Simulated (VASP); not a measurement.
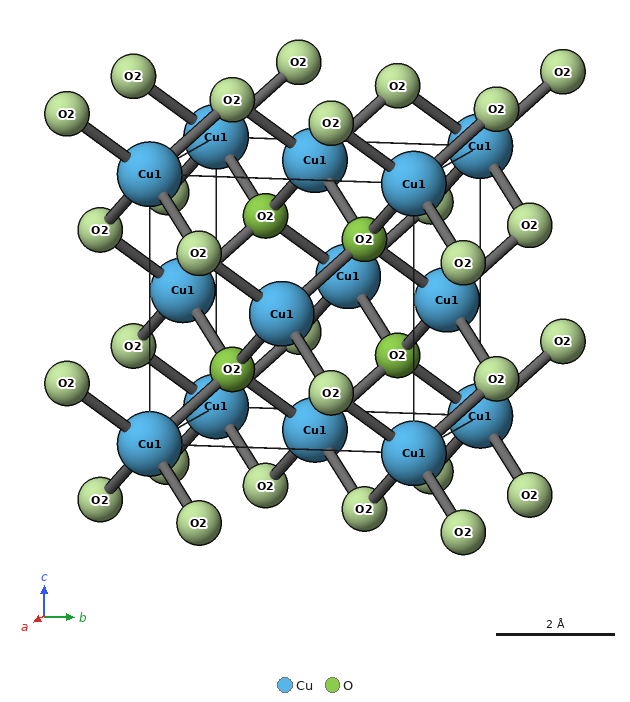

**Figure 1.** The input geometry (ball-and-stick view of the cell 4 times as large as that of the calculation, set on its symmetry axes, seen slightly off an axis; neighbours outside the cell are drawn fainter; atoms are numbered from 1 in the order of the input). Near neighbours in the crystal (not all of them lie inside the picture): Cu has 4 O at 2.02 Å; O has 4 Cu at 2.02 Å.

# ELF calculation, with input and output: CuO

CuO (F-43m, 2 atoms in the cell), computed with Kohn-Sham DFT of a periodic cell, PBE, VASP PAW PBE potentials, recommended, no spin polarisation (VASP 6.6.1).

The structure was built on a prototype by a generator; it need not be a known phase.

### OSZICAR
```
N       E                     dE             d eps       ncg     rms          rms(c)
DAV:   1     0.115533979054E+03    0.11553E+03   -0.85345E+03  1156   0.199E+03
DAV:   2    -0.966215031098E+00   -0.11650E+03   -0.10629E+03  1148   0.334E+02
DAV:   3    -0.123348015709E+02   -0.11369E+02   -0.10804E+02  1412   0.118E+02
DAV:   4    -0.125666331054E+02   -0.23183E+00   -0.23047E+00  1236   0.168E+01
DAV:   5    -0.125709692921E+02   -0.43362E-02   -0.43357E-02  1388   0.223E+00    0.120E+01
DAV:   6    -0.117051273770E+02    0.86584E+00   -0.30606E+01  1512   0.154E+02    0.108E+01
DAV:   7    -0.947391580428E+01    0.22312E+01   -0.89763E+00  1508   0.120E+02    0.159E+00
DAV:   8    -0.951623277539E+01   -0.42317E-01   -0.68361E-01  1144   0.849E+00    0.994E-01
DAV:   9    -0.950091449031E+01    0.15318E-01   -0.74687E-02  1916   0.709E+00    0.529E-01
DAV:  10    -0.949658333859E+01    0.43312E-02   -0.11287E-02  1736   0.240E+00    0.305E-01
DAV:  11    -0.949625175021E+01    0.33159E-03   -0.74392E-03  1708   0.117E+00    0.874E-02
DAV:  12    -0.949616439737E+01    0.87353E-04   -0.22484E-04  1260   0.205E-01    0.578E-02
DAV:  13    -0.949612720084E+01    0.37197E-04   -0.36331E-04  1732   0.296E-01    0.191E-02
DAV:  14    -0.949612815274E+01   -0.95190E-06   -0.16478E-05  1552   0.890E-02    0.158E-02
DAV:  15    -0.949612618863E+01    0.19641E-05   -0.54149E-06  1716   0.286E-02    0.462E-03
DAV:  16    -0.949612594554E+01    0.24309E-06   -0.85495E-07   664   0.161E-02
   1 F= -.94961259E+01 E0= -.94956714E+01  d E =-.909044E-03
```

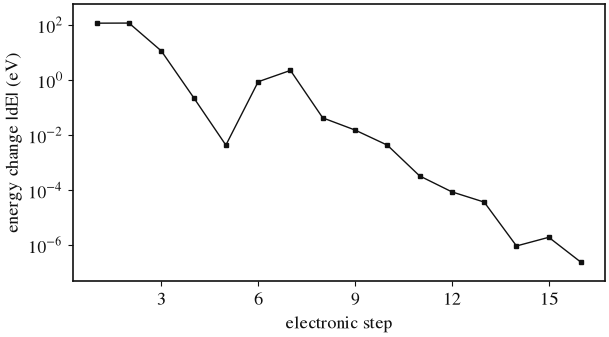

**Figure 2.** Convergence of the self-consistent field: energy change |dE| against the electronic step. It takes 16 electronic steps. The density is held fixed in the first few steps, and dE rises again when its update begins.

### Parts of OUTCAR
```
SYSTEM = CuO
   PREC = Accurate
   ENCUT = 520
   EDIFF = 1E-6
   ISMEAR = 0
   LREAL = .False.
   LASPH = .True.
   NELM = 80
   ISIF = 2
   GGA = PE

 ion  position               nearest neighbor table
   1  0.000  0.000  0.000-   2 2.02   2 2.02   2 2.02   2 2.02
   2  0.250  0.250  0.250-   1 2.02   1 2.02   1 2.02   1 2.02

  LATTYP: Found a face centered cubic cell.
 ALAT       =     4.6545054600

  Lattice vectors:

 A1 = (   0.0000000000,   2.3272527300,   2.3272527300)
 A2 = (   2.3272527300,   0.0000000000,   2.3272527300)
 A3 = (   2.3272527300,   2.3272527300,   0.0000000000)

Analysis of symmetry for initial positions (statically):
=====================================================================
 Subroutine PRICEL returns:
 Original cell was already a primitive cell.

 Routine SETGRP: Setting up the symmetry group for a
 face centered cubic supercell.

 Subroutine GETGRP returns: Found 24 space group operations
 (whereof 24 operations were pure point group operations)
 out of a pool of 48 trial point group operations.

The static configuration has the point symmetry T_d .

Analysis of symmetry for dynamics (positions and initial velocities):
=====================================================================
 Subroutine PRICEL returns:
 Original cell was already a primitive cell.

 Routine SETGRP: Setting up the symmetry group for a
 face centered cubic supercell.

 Subroutine GETGRP returns: Found 24 space group operations
 (whereof 24 operations were pure point group operations)
 out of a pool of 48 trial point group operations.

The dynamic configuration has the point symmetry T_d .

 Subroutine INISYM returns: Found 24 space group operations
 (whereof 24 operations are pure point group operations),
 and found     1 'primitive' translations

----------------------------------------------------------------------------------------

                                     Primitive cell

  volume of cell :      25.2093

  direct lattice vectors                    reciprocal lattice vectors
     0.000000000  2.327252730  2.327252730    -0.214845596  0.214845596  0.214845596
     2.327252730  0.000000000  2.327252730     0.214845596 -0.214845596  0.214845596
     2.327252730  2.327252730  0.000000000     0.214845596  0.214845596 -0.214845596

  length of vectors
     3.291232374  3.291232374  3.291232374     0.372123488  0.372123488  0.372123488

  position of ions in fractional coordinates (direct lattice)
     0.000000000  0.000000000  0.000000000
     0.250000000  0.250000000  0.250000000

  ion indices of the primitive-cell ions
   primitive index   ion index
                 1           1
                 2           2

----------------------------------------------------------------------------------------

 KPOINTS: regular mesh

Automatic generation of k-mesh.
 Grid dimensions read from file:
 generate k-points for:   10   10   10

 Generating k-lattice:

  Cartesian coordinates                     Fractional coordinates (reciprocal lattice)
    -0.021484560  0.021484560  0.021484560     0.100000000  0.000000000  0.000000000
     0.021484560 -0.021484560  0.021484560     0.000000000  0.100000000  0.000000000
     0.021484560  0.021484560 -0.021484560     0.000000000  0.000000000  0.100000000

  Length of vectors
     0.037212349  0.037212349  0.037212349

  Shift w.r.t. Gamma in fractional coordinates (k-lattice)
     0.000000000  0.000000000  0.000000000

 Subroutine IBZKPT returns following result:
 ===========================================

 Found     47 irreducible k-points:

 Following reciprocal coordinates:
            Coordinates               Weight
  0.000000  0.000000  0.000000      1.000000
  0.100000  0.000000  0.000000      8.000000
  0.200000  0.000000  0.000000      8.000000
  0.300000  0.000000  0.000000      8.000000
  0.400000  0.000000  0.000000      8.000000
  0.500000  0.000000  0.000000      4.000000
  0.100000  0.100000  0.000000      6.000000
  0.200000  0.100000  0.000000     24.000000
  0.300000  0.100000  0.000000     24.000000
  0.400000  0.100000  0.000000     24.000000
  0.500000  0.100000  0.000000     24.000000
 -0.400000  0.100000  0.000000     24.000000
 -0.300000  0.100000  0.000000     24.000000
 -0.200000  0.100000  0.000000     24.000000
 -0.100000  0.100000  0.000000     12.000000
  0.200000  0.200000  0.000000      6.000000
  0.300000  0.200000  0.000000     24.000000
  0.400000  0.200000  0.000000     24.000000
  0.500000  0.200000  0.000000     24.000000
 -0.400000  0.200000  0.000000     24.000000
 -0.300000  0.200000  0.000000     24.000000
 -0.200000  0.200000  0.000000     12.000000
  0.300000  0.300000  0.000000      6.000000
  0.400000  0.300000  0.000000     24.000000
 [... further k-points ...]
   k-points           NKPTS =     47   k-points in BZ     NKDIM =     47   number of bands    NBANDS=     12
   number of dos      NEDOS =    301   number of ions     NIONS =      2
   total plane-waves  NPLWV =  13824
   dimension x,y,z NGX =    24 NGY =   24 NGZ =   24
   dimension x,y,z NGXF=    48 NGYF=   48 NGZF=   48
   ions per type =               1   1
   NGX,Y,Z   is equivalent  to a cutoff of  12.12, 12.12, 12.12 a.u.
   NGXF,Y,Z  is equivalent  to a cutoff of  24.25, 24.25, 24.25 a.u.
 SYSTEM =  CuO
   PREC   = accura    normal or accurate (medium, high low for compatibility)
   ISTART =      0    job   : 0-new  1-cont  2-samecut
   ICHARG =      2    charge: 1-file 2-atom 10-const
   ISPIN  =      1    spin polarized calculation?
   LNONCOLLINEAR =      F non collinear calculations
   LSORBIT =      F    spin-orbit coupling
   LASPH  =      T    aspherical Exc in radial PAW
   ENCUT  =  520.0 eV  38.22 Ry    6.18 a.u.   6.12  6.12  6.12*2*pi/ulx,y,z
   NELM   =     80;   NELMIN=  2; NELMDL= -5     # of ELM steps
   EDIFF  = 0.1E-05   stopping-criterion for ELM
   LREAL  =      F    real-space projection
   EDIFFG = 0.1E-04   stopping-criterion for IOM
   NSW    =      0    number of steps for IOM
   IBRION =     -1    ionic relax: 0-MD 1-quasi-New 2-CG
   NFREE  =      0    steps in history (QN), initial steepest desc. (CG)
   ISIF   =      2    stress and relaxation
   ISYM   =      2    0-nonsym 1-usesym 2-fastsym
   POTIM  = 0.5000    time-step for ionic-motion
   TEBEG  =    0.0;   TEEND  =   0.0 temperature during run
   PSTRESS=    0.0 pullay stress
   NELECT =      17.0000    total number of electrons
   NUPDOWN=      -1.0000    fix difference up-down
   EMIN   =  10.00;   EMAX   =-10.00  energy-range for DOS
   EFERMI =   0.00;   METHOD = LEGACY
   ISMEAR =     0;   SIGMA  =   0.02  broadening in eV -4-tet -1-fermi 0-gaus
   EFERMI_NEDOS =   21; number of points for ismear=-14 and -15
   IALGO  =     38    algorithm
   IMIX   =      4    mixing-type and parameters
     AMIX     =   0.40;   BMIX     =  1.00
     AMIX_MAG =   1.60;   BMIX_MAG =  1.00
  volume/ion in A,a.u.               =      12.60        85.06
  Fermi-wavevector in a.u.,A,eV,Ry     =   1.435614  2.712916 28.041426  2.060987
  Thomas-Fermi vector in A             =   2.554893
   LORBIT       =      0    0 simple, 1 ext, 2 COOP (PROOUT), +10 PAW based schemes
   GGA     = PE    functional components
   LHFCALC =     F    Hartree Fock is set to
   AEXX    =    0.0000 exact exchange contribution
   IVDW    =     0    specifies the selected vdW correction
   LEPSILON=     F    determine dielectric tensor
   LRPA    =     F    only Hartree local field effects (RPA)
 non-spin polarized calculation
 Gauss-broadening in eV      SIGMA  =   0.02
  energy-cutoff  :      520.00
  volume of cell :       25.21
 maximum number of plane-waves:       700
   NGX = 13   NGY = 13   NGZ = 13

 number of electron      16.9999985 magnetization

 Free energy of the ion-electron system (eV)
  ---------------------------------------------------
  ext. energy  EPLUGINS =         0.00000000
  ---------------------------------------------------
  free energy    TOTEN  =        -9.49612595 eV

  energy without entropy =       -9.49521690  energy(sigma->0) =       -9.49567142

 E-fermi :   3.0486     XC(G=0): -10.5759     alpha+bet : -9.2596

 val. band max:        3.0480331204   @ k =   0.3000   0.2000   0.1000
 cond. band min:       3.0596305815   @ k =   0.5000   0.0000   0.0000
 fundamental gap:      0.0115974611
 Fermi energy:         3.0486369668

 k-point     1 :       0.0000    0.0000    0.0000
  band No.  band energies     occupation
      1     -15.2068      2.00000
      2      -1.2921      2.00000
      3      -1.2921      2.00000
      4      -1.2921      2.00000
      5       1.2349      2.00000
      6       1.2349      2.00000
      7       3.7810      0.00000
      8       3.7811      0.00000
      9       3.7811      0.00000
     10       3.9611      0.00000
     11      16.9177      0.00000
     12      16.9177      0.00000

 k-point     2 :       0.1000    0.0000    0.0000
  band No.  band energies     occupation
      1     -15.1581      2.00000
      2      -1.4381      2.00000
      3      -1.2648      2.00000
      4      -1.2648      2.00000
      5       1.2266      2.00000
      6       1.2266      2.00000
      7       3.2882      0.00000
      8       3.7233      0.00000
      9       3.7233      0.00000
     10       4.6505      0.00000
     11      16.0380      0.00000
     12      16.9918      0.00000

 k-point     3 :       0.2000    0.0000    0.0000
  band No.  band energies     occupation
      1     -15.0269      2.00000
      2      -1.7550      2.00000
      3      -1.1958      2.00000
      4      -1.1958      2.00000
      5       1.2182      2.00000
      6       1.2182      2.00000
      7       2.7093      2.00000
      8       3.5647      0.00000
      9       3.5647      0.00000
     10       5.7193      0.00000
     11      14.3554      0.00000
     12      17.0680      0.00000

 k-point     4 :       0.3000    0.0000    0.0000
  band No.  band energies     occupation
      1     -14.8604      2.00000
      2      -2.0496      2.00000
      3      -1.1177      2.00000
      4      -1.1176      2.00000
      5       1.2410      2.00000
      6       1.2410      2.00000
      7       2.0987      2.00000
      8       3.3477      0.00000
      9       3.3477      0.00000
     10       6.9706      0.00000
     11      12.7338      0.00000
     12      16.9298      0.00000

 k-point     5 :       0.4000    0.0000    0.0000
  band No.  band energies     occupation
      1     -14.7216      2.00000
      2      -2.2250      2.00000
      3      -1.0621      2.00000
      4      -1.0621      2.00000
      5       1.2971      2.00000
      6       1.2971      2.00000
      7       1.6036      2.00000
      8       3.1460      0.00000
      9       3.1460      0.00000
     10       8.1931      0.00000
     11      11.4035      0.00000
     12      16.6883      0.00000

 [... the levels of 18 k-points are left out ...]

 k-point    24 :       0.4000    0.3000    0.0000
  band No.  band energies     occupation
      1     -14.6451      2.00000
      2      -2.2446      2.00000
      3      -0.8958      2.00000
      4      -0.8516      2.00000
      5       1.0060      2.00000
      6       1.3829      2.00000
      7       2.0524      2.00000
      8       2.4995      2.00000
      9       2.5454      2.00000
     10       8.2408      0.00000
     11      12.8851      0.00000
     12      14.6960      0.00000

 [... further k-points ...]

------------------------ aborting loop because EDIFF is reached ----------------------------------------

  FORCE on cell =-STRESS in cart. coord.  units (eV):
  Direction    XX          YY          ZZ          XY          YZ          ZX
  --------------------------------------------------------------------------------------
  -------------------------------------------------------------------------------------
  Total       -1.4463518     -1.4463518     -1.4463518      0.0000000      0.0000000      0.0000000
  in kB      -91.9229372    -91.9229372    -91.9229372      0.0000000      0.0000000      0.0000000
  external PRESSURE =     -91.9229372 kB  Pullay stress =       0.0000000 kB

 VOLUME and BASIS-vectors are now :
 -----------------------------------------------------------------------------
  energy-cutoff  :      520.00
  volume of cell :       25.21
      direct lattice vectors                 reciprocal lattice vectors
     0.000000000  2.327252730  2.327252730    -0.214845596  0.214845596  0.214845596
     2.327252730  0.000000000  2.327252730     0.214845596 -0.214845596  0.214845596
     2.327252730  2.327252730  0.000000000     0.214845596  0.214845596 -0.214845596

 POSITION                                       TOTAL-FORCE (eV/Angst)
 -----------------------------------------------------------------------------------
      0.00000      0.00000      0.00000         0.000000      0.000000      0.000000
      1.16363      1.16363      1.16363        -0.000000     -0.000000     -0.000000
 -----------------------------------------------------------------------------------
    total drift:                               -0.000000     -0.000000     -0.000001

  FREE ENERGIE OF THE ION-ELECTRON SYSTEM (eV)
  ---------------------------------------------------
  free  energy   TOTEN  =        -9.4961259455 eV

  energy  without entropy=       -9.4952169014  energy(sigma->0) =       -9.49567142
```

### CONTCAR
```
CuO
   1.00000000000000
     0.0000000000000000    2.3272527300000001    2.3272527300000001
     2.3272527300000001    0.0000000000000000    2.3272527300000001
     2.3272527300000001    2.3272527300000001    0.0000000000000000
  Cu              O
     1     1
Direct
     0.0000000000000000    0.0000000000000000    0.0000000000000000
     0.2500000000000000    0.2500000000000000    0.2500000000000000

  0.00000000E+00  0.00000000E+00  0.00000000E+00
  0.00000000E+00  0.00000000E+00  0.00000000E+00
```

The run was set up as follows.

### INCAR
```
SYSTEM = CuO
PREC = Accurate ; ENCUT = 520
EDIFF = 1E-6 ; ISMEAR = 0
SIGMA = 0.02 ; LREAL = .False.
LASPH = .True. ; NELM = 80
ALGO = Normal ; ISIF = 2
LWAVE = .False. ; LCHARG = .True.
GGA = PE ; LELF = .True.
```

### KPOINTS
```
regular mesh
0
Gamma
  10 10 10
  0 0 0
```

### POSCAR
```
CuO
1.0
    0.0000000000      2.3272527300      2.3272527300
    2.3272527300      0.0000000000      2.3272527300
    2.3272527300      2.3272527300      0.0000000000
Cu O
1 1
Direct
    0.0000000000      0.0000000000      0.0000000000
    0.2500000000      0.2500000000      0.2500000000
```

Launch command:
```bash
cat potpaw_PBE.64/Cu/POTCAR potpaw_PBE.64/O/POTCAR > POTCAR
mpirun -np 1 vasp_std > vasp.out
```

### Results in brief

| quantity | value |
| --- | --- |
| outcome | converged |
| space group (tolerance 0.01 Å) | F-43m (216) |
| electrons treated | 17 |
| free energy | −9.4961 eV |
| Fermi energy of the self-consistent step | 3.049 eV |
| gap on the k-point mesh | none (metallic) |
| pressure | −9.19 GPa |
| largest force (length of the vector) | under 0.001 eV/Å |
| hardware | 1 thread of Intel Xeon @ 2.50GHz (Skylake/Cascade Lake), 96 GiB of memory available, shared host |
| wall time | 17 s |
| peak memory | 0.14 GiB |

The run has no spin polarisation, so a magnetic state may lie lower. The cell is under a tension of 9.2 GPa at this level, so it is not at its equilibrium volume.
